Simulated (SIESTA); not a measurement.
## Energy of Ni along an even scaling of the cell

System: Ni (Fm-3m, 1 atom in the cell).
Method: Kohn-Sham DFT of a periodic cell, PBE, PseudoDojo 0.4 standard NC, numerical atomic orbitals, spin-polarised (SIESTA 5.4.2).

The 7 runs differ only in the geometry, by an even scaling of the cell at fixed fractional positions. The structure derives from a Materials Project entry.

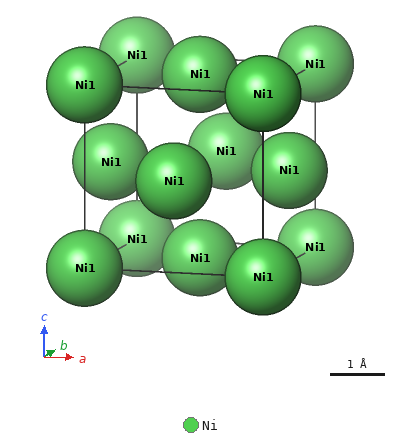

Figure 1. The structure of run 4 (spheres-only view of the cell 4 times as large as that of the calculation, set on its symmetry axes, seen slightly off an axis; atoms are numbered from 1 in the order of the input).

### Input of run 4
```
SystemName                      Ni
SystemLabel                     Ni
NumberOfSpecies                 1
NumberOfAtoms                   1
%block ChemicalSpeciesLabel
  1  28 Ni
%endblock ChemicalSpeciesLabel

LatticeConstant                 1.0 Ang
%block LatticeVectors
     0.0000000000     1.7375729330     1.7375729330
     1.7375729330     0.0000000000     1.7375729330
     1.7375729330     1.7375729330     0.0000000000
%endblock LatticeVectors
AtomicCoordinatesFormat         Fractional
%block AtomicCoordinatesAndAtomicSpecies
     0.0000000000     0.0000000000     0.0000000000  1  Ni
%endblock AtomicCoordinatesAndAtomicSpecies

%block kgrid.MonkhorstPack
   13   0   0  0.0
    0  13   0  0.0
    0   0  13  0.0
%endblock kgrid.MonkhorstPack
XC.Functional                   GGA
XC.Authors                      PBE
PAO.BasisSize                   DZP
PAO.EnergyShift                 0.002 Ry
Mesh.Cutoff                     800 Ry
Spin                            polarized
%block DM.InitSpin
    1   1.000
%endblock DM.InitSpin
OccupationFunction              FD
ElectronicTemperature           0.05 eV
MaxSCFIterations                200
SCF.MustConverge                false
SCF.Mixer.Method                Pulay
SCF.Mixer.Weight                0.1
SCF.Mixer.History               10
SCF.DM.Tolerance                5.0e-05
SCF.H.Tolerance                 1.0e-03 eV
WriteForces                     true
Charge.Mulliken                 end
Charge.Hirshfeld                end
Charge.Voronoi                  end
SaveRho                         true
SaveElectrostaticPotential      true
```

Command:
```bash
siesta Ni.fdf > Ni.out 2>&1
```

Lattice vectors (Å) and fractional positions of run 4:
```
   0.000000    1.737573    1.737573
   1.737573    0.000000    1.737573
   1.737573    1.737573    0.000000
Ni  0.000000  0.000000  0.000000
```

Run 2 has the same physical settings and fractional positions; its lattice vectors (Å) are:
```
   0.000000    1.714089    1.714089
   1.714089    0.000000    1.714089
   1.714089    1.714089    0.000000
```

### Results, with one run withheld

```tsv
run	volume per atom (Å³)	free energy per atom, from the lowest run given (meV)	pressure (GPa)
1	9.862	66.40	24.79
2	10.072	?	?
3	10.282	20.68	12.10
4	10.492	7.49	7.98
5	10.702	0.20	2.98
6	10.912	0.00	−2.22
7	11.122	5.03	−5.33
```

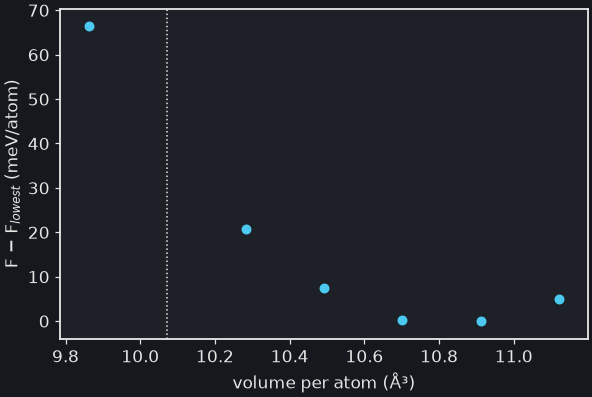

Figure 2. Free energy per atom of the runs given; the dotted line marks run 2.

What should run 2 give?

A cubic polynomial in V^(−2/3) (the Birch–Murnaghan form), fitted to the 6 runs given, misses them by at most 0.27 meV per atom. With x = V^(−2/3) − 0.20791 Å⁻², it reads F = 4.923 + 3037.4 x + 3.9569e+05 x² − 4.022e+06 x³ (meV per atom). At run 2 it gives 40.32 meV per atom, and the run itself gives 39.49. The slope of the fit gives a pressure −dF/dV of 17.45 GPa there, and the run prints 16.89 GPa. The two needn't agree exactly: the fit is approximate, and the printed stress is taken on a finite basis. The fit has its minimum at 10.831 Å³ per atom, where V d²F/dV² gives 241 GPa: the bulk modulus at this level, since symmetry fixes the shape and the positions. So low a polynomial doesn't follow these energies more closely.

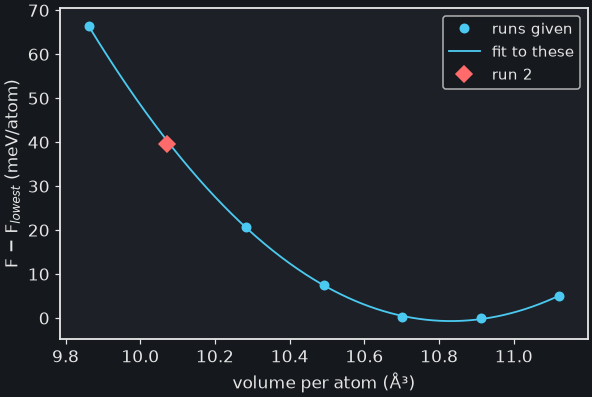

Figure 3. The fit and the withheld run.

### Some lines of the output (run 2)
```
[...]
outcell: Cell volume (Ang**3)        :     10.0723
stepf: Fermi-Dirac step function
siesta: Etot    =     -4564.634187
siesta: FreeEng =     -4564.646353
        iscf     Eharris(eV)        E_KS(eV)     FreeEng(eV)     dDmax    Ef(eV) dHmax(eV)
siesta: E_KS(eV) =            -4565.4186
siesta: E_KS - E_eggbox =     -4565.4186
siesta: Etot    =     -4565.418623
siesta: FreeEng =     -4565.430733
siesta:         Fermi =      -5.360971
siesta: Cell volume =         10.072340 Ang**3
    Orbital volume contribution        =           0.838547 eV
```

Notes: With a small basis of atomic orbitals these values can differ much from converged plane-wave results.
